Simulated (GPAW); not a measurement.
# MgZn₂O₃: what the fields show

```
Zn Mg O
1.0
     3.05260    0.00000    0.00000
    -1.52630    2.64363    0.00000
     0.00000    0.00000    7.45204
Zn Mg O
2 1 3
Direct
  0.66667 0.33333 0.33158
  0.33333 0.66667 0.66842
  0.00000 0.00000 0.00000
  0.00000 0.00000 0.50000
  0.66667 0.33333 0.83930
  0.33333 0.66667 0.16070
```

Space group P-3m1; a structure from a database of computed crystals, not necessarily the ambient phase; computed pressure about −7 GPa in this cell.

The calculation used Kohn-Sham DFT of a periodic cell, PBEsol, PAW data sets made by gpaw-setup for the functional in GPAW.

In a PAW calculation such maps are meaningful between the atoms, not at the nuclei.

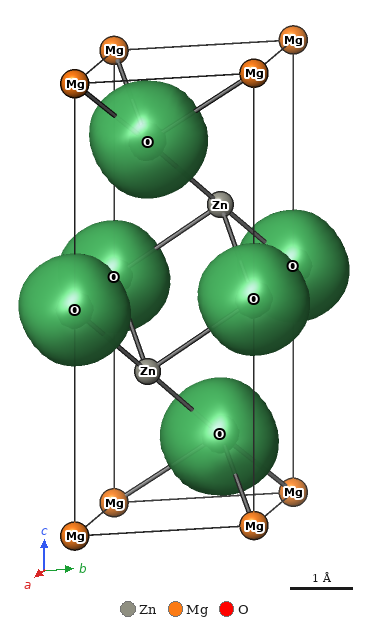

Figure 1. Isosurface of the electron localisation function at 0.6 (green), seen slightly off an axis. Core shells and regions of very low density are left out. Sticks mark near contacts.

Q: Where are the electrons localised?

A: The surface consists of three regions wrapped around O (the valence shell of each), counted in one cell of 6 atoms. Regions shared between cells count once. Profiles from the grid: Mg–O (2.13 Å): the ELF peaks at about 0.85 in the valence shell of O, 0.6 Å from its nucleus, and is about 0.35 at the midpoint; an ionic contact with no shared pair. Zn–O (2.16 Å): the ELF peaks at about 0.85 in the valence shell of O, 0.6 Å from its nucleus, and is about 0.20 at the midpoint; no localised pair shows between them.

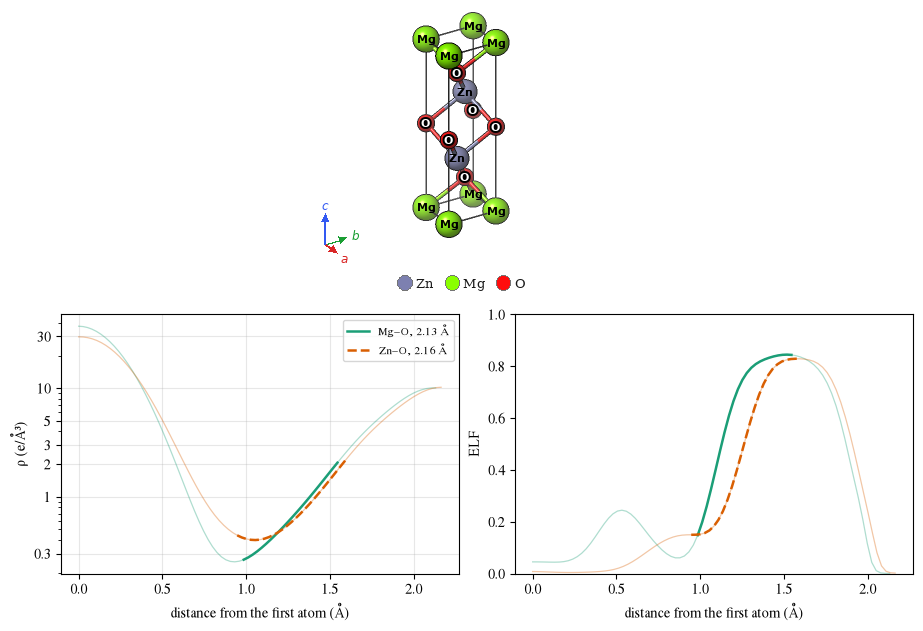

Figure 2. Valence pseudo-density and electron localisation function along straight lines between neighbouring atoms. Thin, pale parts lie inside the atomic spheres. The structure is drawn too.

Q: Compare the contacts.

A: Mg–O (2.13 Å): ρ at the midpoint is about 0.31 e/Å³; the ELF peaks at about 0.85 in the valence shell of O, 0.6 Å from its nucleus, and is about 0.35 at the midpoint (an ionic contact with no shared pair).
Zn–O (2.16 Å): ρ is about 0.4 e/Å³ halfway; the ELF peaks at about 0.85 in the valence shell of O, 0.6 Å from its nucleus, and is about 0.20 at the midpoint; no shared electron pair shows on this line.

Q: Does the calculation give a band gap?

A: It is gapped, with a Kohn–Sham gap of 1.6 eV on the k-point mesh, an upper bound to the gap of this method.
